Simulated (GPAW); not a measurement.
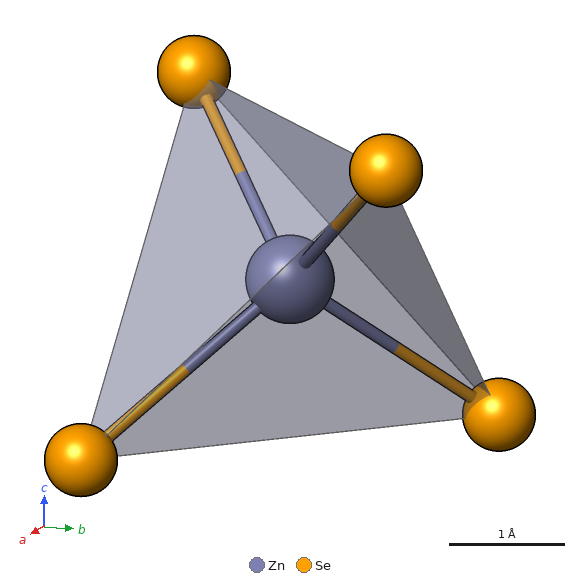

Coordination of Zn in ZnSe (F-43m). Shape measures S are computed against regular polyhedra or, for capped shapes, the nearer of the equal-edge and equal-bond forms. Source: an entry of the Crystallography Open Database, as set up for an electronic-structure calculation.

### What geometry does the central atom have?

ZnSe4: an essentially ideal tetrahedron (coordination number 4, S = 0.00; next best see-saw, S = 9.8).

### Does the central atom sit at the centroid of its ligands?

Yes, to within 0.01 Å; the site symmetry is -43m.

### How long are the bonds?

4 × Zn–Se 2.45 Å. The next neighbour, not counted, lies at 4.01 Å.
